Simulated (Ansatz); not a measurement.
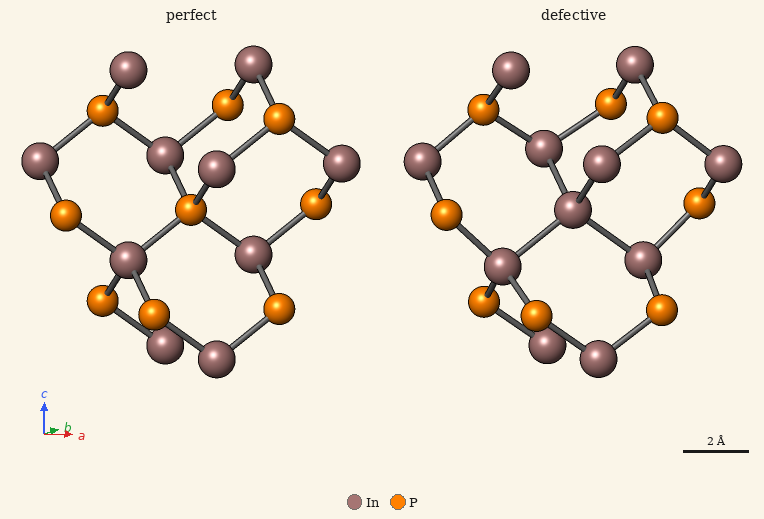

Left: perfect InP. Right: the same region with one point defect, after relaxing the atoms in a supercell of 32 sites. Style: ball-and-stick. Shown: the atoms within 5.4 Å of one point, in a slice 5.0 Å thick across the line of sight, slightly off an axis.

Computed with DFT PBE, scalar-relativistic, plane waves, PAW in Ansatz. Set-up: plane-wave cutoff 420 eV; k-point mesh 1 × 1 × 1; occupations gaussian; smearing width 0.02 eV; no spin polarisation. The cell is small and the k-mesh coarse, so the numbers are rough. The axes drawn are those of the host's conventional cell.

Which defect is it?

Answer. A phosphorus atom is replaced by indium.

The charge state of the cell is 0.

How does the lattice respond?

Answer. In the host the P atom has 4 In at 2.58 Å; the In atom ends with 4 In at 2.90 Å. Of the host's atoms, an indium atom moves furthest from its site, by 0.32 Å. Relaxing the atoms from the host's sites lowers the energy by 0.65 eV. At a tolerance of 0.02 Å the relaxed supercell has space group I-43m.
